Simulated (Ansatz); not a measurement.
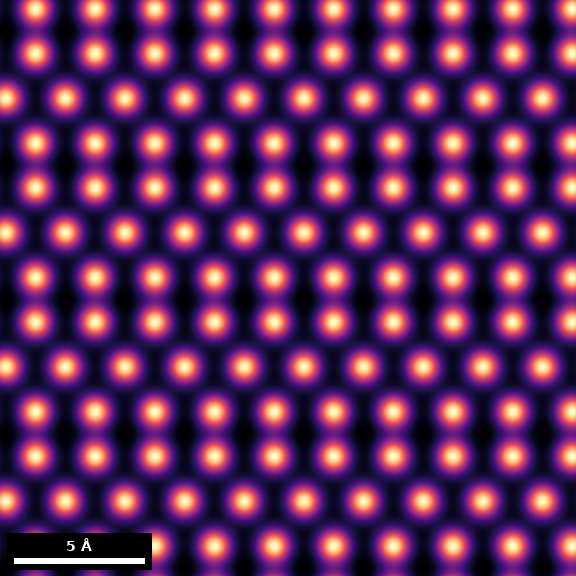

iDPC-like image of Na (P6/mmm, No. 191). Simulated as the projected potential of neutral atoms (B = 0.3 Å²) blurred by a 0.84 Å probe, the thin-sample limit of integrated differential phase contrast. Atomic positions: coordinates from a relaxation with DFT PBEsol, scalar-relativistic, plane waves, PAW (Ansatz 0.2.0); the starting structure was generated, so it need not be a known form of this composition.

```cif
data_structure
_symmetry_space_group_name_H-M 'P 1'
_symmetry_Int_Tables_number 1
_cell_length_a 5.9448
_cell_length_b 5.9448
_cell_length_c 3.5790
_cell_angle_alpha 90.000
_cell_angle_beta 90.000
_cell_angle_gamma 120.000
_cell_volume 109.54
loop_
_atom_site_label
_atom_site_type_symbol
_atom_site_fract_x
_atom_site_fract_y
_atom_site_fract_z
_atom_site_occupancy
Na1 Na 0.00000 0.00000 0.00000 1
Na2 Na 0.33333 0.66667 0.50000 1
Na3 Na 0.66667 0.33333 0.50000 1
```

Which beam direction gives this image, [210], [310], [102] or [211]? (Directions equivalent by symmetry count as one.)

Answer. [102]. The projected cells are 2.97 × 3.58 Å, 90° for [210]; 1.95 × 3.58 Å, 90° for [310]; 2.29 × 5.15 Å, 90° for [102]; 3.38 × 3.42 Å, 120° for [211], and the image repeats as the [102] one does.
